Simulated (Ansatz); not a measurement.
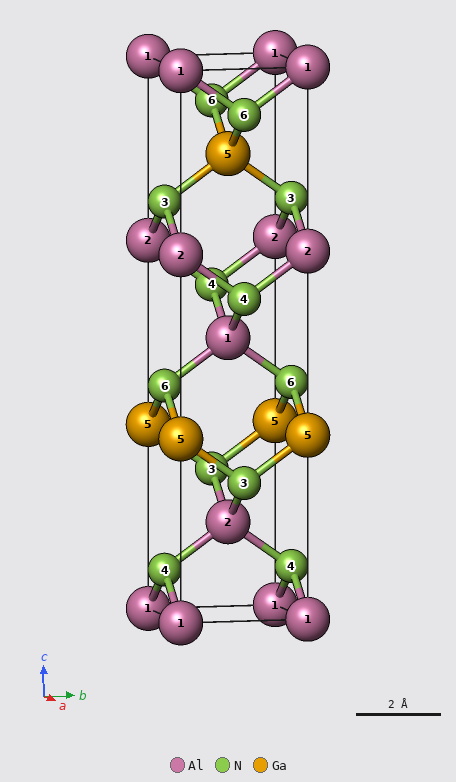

Figure 1. The input geometry (ball-and-stick view of the cell 2 times as large as that of the calculation, set on its symmetry axes, seen slightly off an axis; atoms are numbered from 1 in the order of the input). Near neighbours in the crystal (not all of them lie inside the picture): Al has 4 N at 1.91 Å; N has 2 Al at 1.91 Å and 2 Ga at 1.91 Å; N has 4 Al at 1.91 Å; Ga has 4 N at 1.91 Å.

**Geometry relaxation, with input and output: Al$_{2}$GaN$_{3}$ (part 1 of 2)**

- system: Al$_{2}$GaN$_{3}$ (6 atoms in the cell)
- method: DFT r2SCAN, scalar-relativistic, plane waves, PAW, no spin polarisation (Ansatz 0.2.0)

The structure derives from a Materials Project entry. It belongs to a series of runs on one base structure; here: superlattice of 2 and 1 planes along [0 0 1]. Figures and captions count atoms from 1; the log counts them from 0 in places.

Output:
```
Engine: ansatz 0.2.0, x86_64-unknown-linux-gnu
Pseudopotentials: kind: paw
Pseudopotential: Al, paw, valence charge 3, recommended cutoff 500 eV (meta_gga), Al.paw.azcp
Pseudopotential: N, paw, valence charge 5, recommended cutoff 500 eV (meta_gga), N.paw.azcp
Pseudopotential: Ga, paw, valence charge 13, recommended cutoff 500 eV (meta_gga), Ga.paw.azcp
Functional definition: r2SCAN
  parameter k0 = 0.174
  parameter k1 = 0.065
  parameter a1 = 4.9479
  exchange = r2scan_x(k0 = k0, k1 = k1, a1 = a1)
  correlation = r2scan_c
Crystal: 6 atoms, lattice volume = 64.434 Å³
Basis set: ecut = 500 eV, 1649 PW (Γ), exchange–correlation on 96×96×216 points (64 copies of the dense FFT grid, shifted against one another)
Bands: 23, of which v1, the nominal top of the filled ones, is band 17 counted from 1 (16 counted from 0)
Symmetry: 8 space group operations
Space group: I-4m2 (ITA 119), of the structure as read, at distance tolerance 4.0e-5 Å
k-points: 102 of 1000 (time reversal used)
Non-local potential: Al, projectors of the file, l = 0: 2, l = 1: 2, l = 2: 1
Non-local potential: N, projectors of the file, l = 0: 2, l = 1: 2, l = 2: 1
Non-local potential: Ga, projectors of the file, l = 0: 2, l = 1: 2, l = 2: 3, l = 3: 1
PAW form: soft (Blöchl's): semilocal exchange-correlation on the pseudo side does not see the compensation charge
PAW frozen core: Al, regenerated for the run's functional (the file was generated under x = pbe(κ = 0.804, μ = 0.2195149727645171), c = pbe(β = 0.06672455060314922))
PAW frozen core: N, regenerated for the run's functional (the file was generated under x = pbe(κ = 0.804, μ = 0.2195149727645171), c = pbe(β = 0.06672455060314922))
PAW frozen core: Ga, regenerated for the run's functional (the file was generated under x = pbe(κ = 0.804, μ = 0.2195149727645171), c = pbe(β = 0.06672455060314922))
PAW one-centre angular grid: Al, 302 points (default); XC on 160 Gauss nodes
PAW one-centre angular grid: N, 302 points (default); XC on 160 Gauss nodes
PAW one-centre angular grid: Ga, 590 points (default); XC on 160 Gauss nodes
Initial density: superposition of atomic densities (neutral atoms: chi_scale 0, normalization atom), corrected by the library's trained network
Initial wavefunctions: pseudopotential atomic-orbital guess
Functional: x = r2scan, c = r2scan; τ floored in thin density (d = 2e-4 eV/Å³)
SCF iter   1: F=—  HF=-6032.997376 eV  |F-HF|=—  |Δ(HF+E_count)|=         —  Δρ=9.13e-3  dr2=4.29e-2  dr2_τ=4.05e-1  ethr=1.77e-3  ⟨swp⟩=6.4  Hψ=11845  notcnv=0  defer=2
preconditioner: auto → none  [insulator: Δε(μ)=3.762 eV  Ē_g=16.239 eV  σ=0.020 eV  W_gap=1.00  n_scr=12 (ndim 8)  ℏωp=27.0 eV  f_vac=0.000  D(μ)=0.00/eV (n_scr^D=0)  ε∞_Penn≈3.8]
SCF iter   2: F=—  HF=-6033.167639 eV  |F-HF|=—  |Δ(HF+E_count)|=   1.70e-1  Δρ=4.69e-3  dr2=9.56e-3  dr2_τ=4.80e-4  ethr=1.26e-4  ⟨swp⟩=3.0  Hψ=5756  notcnv=0  defer=175
SCF iter   3: F=—  HF=-6033.166860 eV  |F-HF|=—  |Δ(HF+E_count)|=   7.79e-4  Δρ=2.76e-3  dr2=2.67e-3  dr2_τ=1.70e-4  ethr=2.81e-5  ⟨swp⟩=2.3  Hψ=4074  notcnv=0  defer=175
SCF iter   4: F=—  HF=-6033.166640 eV  |F-HF|=—  |Δ(HF+E_count)|=   2.20e-4  Δρ=8.98e-4  dr2=6.17e-4  dr2_τ=1.08e-4  ethr=7.85e-6  ⟨swp⟩=2.1  Hψ=3920  notcnv=0  defer=175
SCF iter   5: F=—  HF=-6033.166514 eV  |F-HF|=—  |Δ(HF+E_count)|=   1.26e-4  Δρ=1.95e-4  dr2=2.19e-5  dr2_τ=5.72e-6  ethr=1.81e-6  ⟨swp⟩=2.0  Hψ=3687  notcnv=0  defer=175
SCF iter   6: F=—  HF=-6033.166511 eV  |F-HF|=—  |Δ(HF+E_count)|=   3.66e-6  Δρ=6.22e-5  dr2=1.00e-6  dr2_τ=7.04e-8  ethr=6.44e-8  ⟨swp⟩=2.6  Hψ=4018  notcnv=0  defer=175
SCF iter   7: F=—  HF=-6033.166511 eV  |F-HF|=—  |Δ(HF+E_count)|=   5.53e-7  Δρ=1.51e-5  dr2=1.08e-7  dr2_τ=4.50e-9  ethr=2.94e-9  ⟨swp⟩=2.2  Hψ=3502  notcnv=0  defer=175
SCF iter   8: F=-6033.166511 eV  HF=-6033.166511 eV  |F-HF|=1.11e-9  |Δ(HF+E_count)|=   1.57e-9  Δρ=2.53e-6  dr2=2.83e-9  dr2_τ=1.38e-10  ethr=2.94e-10  ⟨swp⟩=9.0  Hψ=9456  notcnv=0
SCF 1 converged in 8 iterations: F = -6033.166511 eV  dr2 = 2.83e-9
  greatest PAW one-centre occupation: 0.995 electrons in one spin orbital (limit 2), on the Ga atom at site 4 (counted from 0), in its partial waves of l = 2
relax step   1: F+E_penalty+E_count = -6033.16651111 eV  Δ(F+E_penalty+E_count) = +0.000e0 eV  max|allowed force component| = 1.268e0 eV/Å  Δτ_max = 0.0000 Å  P = +0.345 GPa  Ω = 64.434 Å³  (8 SCF iters, dr2 threshold 1.00e-7 eV, accepted)
Crystal: 6 atoms, lattice volume = 64.493 Å³
Initial density: handed on by an earlier stage of this run
Initial wavefunctions: those handed on with the density
iter 1 solved again at ethr=4.20e-5 eV; its pass at ethr=3.10e-3 eV (dr2=1.43e-2 eV) is discarded
SCF iter   1: F=—  HF=-6033.228195 eV  |F-HF|=—  |Δ(HF+E_count)|=         —  Δρ=3.97e-3  dr2=1.54e-2  dr2_τ=5.31e-2  ethr=4.20e-5  ⟨swp⟩=1.6  Hψ=11336  notcnv=0
preconditioner: auto → none  [insulator: Δε(μ)=3.768 eV  Ē_g=16.087 eV  σ=0.020 eV  W_gap=1.00  n_scr=12 (ndim 8)  ℏωp=27.0 eV  f_vac=0.000  D(μ)=0.00/eV (n_scr^D=0)  ε∞_Penn≈3.8]
SCF iter   2: F=—  HF=-6033.227389 eV  |F-HF|=—  |Δ(HF+E_count)|=   8.06e-4  Δρ=1.52e-3  dr2=3.56e-3  dr2_τ=3.43e-4  ethr=4.20e-5  ⟨swp⟩=3.0  Hψ=4361  notcnv=0
SCF iter   3: F=—  HF=-6033.226448 eV  |F-HF|=—  |Δ(HF+E_count)|=   9.42e-4  Δρ=9.89e-4  dr2=4.53e-4  dr2_τ=3.56e-5  ethr=1.05e-5  ⟨swp⟩=2.4  Hψ=3872  notcnv=0  defer=2
SCF iter   4: F=—  HF=-6033.226456 eV  |F-HF|=—  |Δ(HF+E_count)|=   8.43e-6  Δρ=3.46e-4  dr2=5.56e-5  dr2_τ=7.25e-6  ethr=1.33e-6  ⟨swp⟩=2.0  Hψ=3868  notcnv=0  defer=2
SCF iter   5: F=—  HF=-6033.226459 eV  |F-HF|=—  |Δ(HF+E_count)|=   3.37e-6  Δρ=1.18e-4  dr2=3.40e-6  dr2_τ=2.74e-7  ethr=1.63e-7  ⟨swp⟩=2.0  Hψ=3208  notcnv=0  defer=2
SCF iter   6: F=-6033.226461 eV  HF=-6033.226461 eV  |F-HF|=4.15e-7  |Δ(HF+E_count)|=   2.07e-6  Δρ=3.21e-5  dr2=3.47e-7  dr2_τ=2.89e-8  ethr=1.76e-9  ⟨swp⟩=6.0  Hψ=10635  notcnv=0
SCF 2 converged in 6 iterations: F = -6033.226461 eV  dr2 = 3.47e-7
relax step   2: F+E_penalty+E_count = -6033.22646106 eV  Δ(F+E_penalty+E_count) = -5.995e-2 eV  max|allowed force component| = 5.477e-1 eV/Å  Δτ_max = 0.0341 Å  P = -0.160 GPa  Ω = 64.493 Å³  energy of the carried Pulay correction = -2.294e-5 eV  (6 SCF iters, dr2 threshold 6.00e-7 eV, accepted)
Crystal: 6 atoms, lattice volume = 64.374 Å³
iter 1 solved again at ethr=2.03e-5 eV; its pass at ethr=3.10e-3 eV (dr2=6.90e-3 eV) is discarded
SCF iter   1: F=—  HF=-6033.240549 eV  |F-HF|=—  |Δ(HF+E_count)|=         —  Δρ=2.57e-3  dr2=7.47e-3  dr2_τ=2.55e-2  ethr=2.03e-5  ⟨swp⟩=1.7  Hψ=11121  notcnv=0
preconditioner: auto → none  [insulator: Δε(μ)=3.786 eV  Ē_g=16.107 eV  σ=0.020 eV  W_gap=1.00  n_scr=12 (ndim 8)  ℏωp=27.0 eV  f_vac=0.000  D(μ)=0.00/eV (n_scr^D=0)  ε∞_Penn≈3.8]
SCF iter   2: F=—  HF=-6033.239605 eV  |F-HF|=—  |Δ(HF+E_count)|=   9.44e-4  Δρ=1.06e-3  dr2=1.71e-3  dr2_τ=1.43e-4  ethr=2.03e-5  ⟨swp⟩=3.0  Hψ=4122  notcnv=0
SCF iter   3: F=—  HF=-6033.239139 eV  |F-HF|=—  |Δ(HF+E_count)|=   4.66e-4  Δρ=6.26e-4  dr2=1.72e-4  dr2_τ=1.37e-5  ethr=5.02e-6  ⟨swp⟩=2.2  Hψ=3891  notcnv=0
SCF iter   4: F=—  HF=-6033.239143 eV  |F-HF|=—  |Δ(HF+E_count)|=   4.29e-6  Δρ=2.23e-4  dr2=2.08e-5  dr2_τ=3.50e-6  ethr=5.06e-7  ⟨swp⟩=2.0  Hψ=3859  notcnv=0
SCF iter   5: F=—  HF=-6033.239145 eV  |F-HF|=—  |Δ(HF+E_count)|=   1.96e-6  Δρ=7.08e-5  dr2=1.22e-6  dr2_τ=1.02e-7  ethr=6.13e-8  ⟨swp⟩=2.0  Hψ=3219  notcnv=0
SCF iter   6: F=-6033.239145 eV  HF=-6033.239146 eV  |F-HF|=2.04e-7  |Δ(HF+E_count)|=   7.04e-7  Δρ=2.45e-5  dr2=2.25e-7  dr2_τ=2.42e-8  ethr=1.76e-9  ⟨swp⟩=5.1  Hψ=10108  notcnv=0
SCF 3 converged in 6 iterations: F = -6033.239145 eV  dr2 = 2.25e-7
relax step   3: F+E_penalty+E_count = -6033.23914531 eV  Δ(F+E_penalty+E_count) = -1.268e-2 eV  max|allowed force component| = 1.175e-2 eV/Å  Δτ_max = 0.0237 Å  P = +0.139 GPa  Ω = 64.374 Å³  energy of the carried Pulay correction = +2.301e-5 eV  (6 SCF iters, dr2 threshold 6.00e-7 eV, accepted)
Crystal: 6 atoms, lattice volume = 64.418 Å³
iter 1 solved again at ethr=6.17e-8 eV; its pass at ethr=3.10e-3 eV (dr2=2.10e-5 eV) is discarded
SCF iter   1: F=—  HF=-6033.239186 eV  |F-HF|=—  |Δ(HF+E_count)|=         —  Δρ=1.86e-4  dr2=2.27e-5  dr2_τ=2.78e-5  ethr=6.17e-8  ⟨swp⟩=2.0  Hψ=12108  notcnv=0
preconditioner: auto → none  [insulator: Δε(μ)=3.780 eV  Ē_g=16.114 eV  σ=0.020 eV  W_gap=1.00  n_scr=12 (ndim 8)  ℏωp=27.0 eV  f_vac=0.000  D(μ)=0.00/eV (n_scr^D=0)  ε∞_Penn≈3.8]
SCF iter   2: F=—  HF=-6033.239192 eV  |F-HF|=—  |Δ(HF+E_count)|=   6.00e-6  Δρ=6.72e-5  dr2=2.73e-6  dr2_τ=6.36e-7  ethr=6.17e-8  ⟨swp⟩=2.0  Hψ=4069  notcnv=0
SCF iter   3: F=—  HF=-6033.239192 eV  |F-HF|=—  |Δ(HF+E_count)|=   5.80e-8  Δρ=3.83e-5  dr2=7.71e-7  dr2_τ=4.34e-8  ethr=8.02e-9  ⟨swp⟩=2.1  Hψ=3273  notcnv=0
SCF iter   4: F=—  HF=-6033.239192 eV  |F-HF|=—  |Δ(HF+E_count)|=   1.95e-7  Δρ=1.98e-5  dr2=2.69e-7  dr2_τ=3.34e-8  ethr=2.27e-9  ⟨swp⟩=2.0  Hψ=3717  notcnv=0
SCF iter   5: F=-6033.239192 eV  HF=-6033.239192 eV  |F-HF|=2.79e-9  |Δ(HF+E_count)|=   2.40e-8  Δρ=4.79e-6  dr2=6.57e-9  dr2_τ=5.33e-10  ethr=2.99e-10  ⟨swp⟩=4.0  Hψ=7693  notcnv=0
SCF 4 converged in 5 iterations: F = -6033.239192 eV  dr2 = 6.57e-9
relax step   4: F+E_penalty+E_count = -6033.23919238 eV  Δ(F+E_penalty+E_count) = -4.706e-5 eV  max|allowed force component| = 9.958e-4 eV/Å  Δτ_max = 0.0006 Å  P = -0.006 GPa  Ω = 64.418 Å³  energy of the carried Pulay correction = +5.822e-6 eV  (5 SCF iters, dr2 threshold 1.02e-7 eV, accepted)
Initial wavefunctions: pseudopotential atomic-orbital guess (no wavefunctions were taken with the density)
iter 1 solved again at ethr=2.57e-8 eV; its pass at ethr=3.10e-3 eV (dr2=8.72e-6 eV) is discarded
SCF iter   1: F=—  HF=-6033.239184 eV  |F-HF|=—  |Δ(HF+E_count)|=         —  Δρ=4.27e-5  dr2=2.86e-8  dr2_τ=3.88e-9  ethr=2.57e-8  ⟨swp⟩=3.0  Hψ=18387  notcnv=0
preconditioner: auto → none  [insulator: Δε(μ)=3.781 eV  Ē_g=16.116 eV  σ=0.020 eV  W_gap=1.00  n_scr=12 (ndim 8)  ℏωp=27.0 eV  f_vac=0.000  D(μ)=0.00/eV (n_scr^D=0)  ε∞_Penn≈3.8]
SCF iter   2: F=—  HF=-6033.239189 eV  |F-HF|=—  |Δ(HF+E_count)|=   5.06e-6  Δρ=2.13e-5  dr2=7.45e-9  dr2_τ=9.43e-8  ethr=8.42e-11  ⟨swp⟩=2.0  Hψ=4063  notcnv=0
SCF iter   3: F=—  HF=-6033.239190 eV  |F-HF|=—  |Δ(HF+E_count)|=   1.27e-6  Δρ=4.36e-6  dr2=5.91e-9  dr2_τ=3.15e-9  ethr=2.19e-11  ⟨swp⟩=2.0  Hψ=4080  notcnv=0
SCF iter   4: F=-6033.239190 eV  HF=-6033.239190 eV  |F-HF|=4.61e-10  |Δ(HF+E_count)|=   3.52e-8  Δρ=4.57e-7  dr2=4.69e-11  dr2_τ=2.29e-11  ethr=1.00e-12  ⟨swp⟩=3.1  Hψ=9863  notcnv=0
SCF 5 converged in 4 iterations: F = -6033.239190 eV  dr2 = 4.69e-11
relax step   5: F+E_penalty+E_count = -6033.23919019 eV  Δ(F+E_penalty+E_count) = +2.190e-6 eV  max|allowed force component| = 1.031e-3 eV/Å  Δτ_max = 0.0000 Å  P = -0.007 GPa  Ω = 64.418 Å³  stress off target by 4.05e-2 GPa  SCF on the basis re-selected at this cell (its energy is not comparable with the rows above)  (4 SCF iters)
```

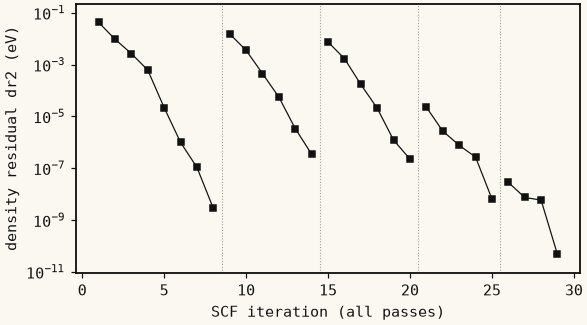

Figure 2. Convergence of the self-consistent field: density residual dr2 against the SCF iteration. The dotted lines part the SCF passes of the relaxation: geometry steps, rejected trials and re-solves on a re-selected basis. The 5 passes take 4 to 8 iterations each, 29 in all.

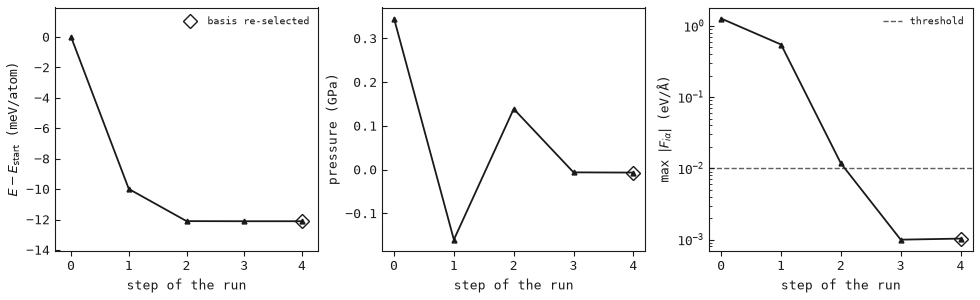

Figure 3. Progress of the relaxation, step by step (the first geometry is step 0 here and step 1 in the log).
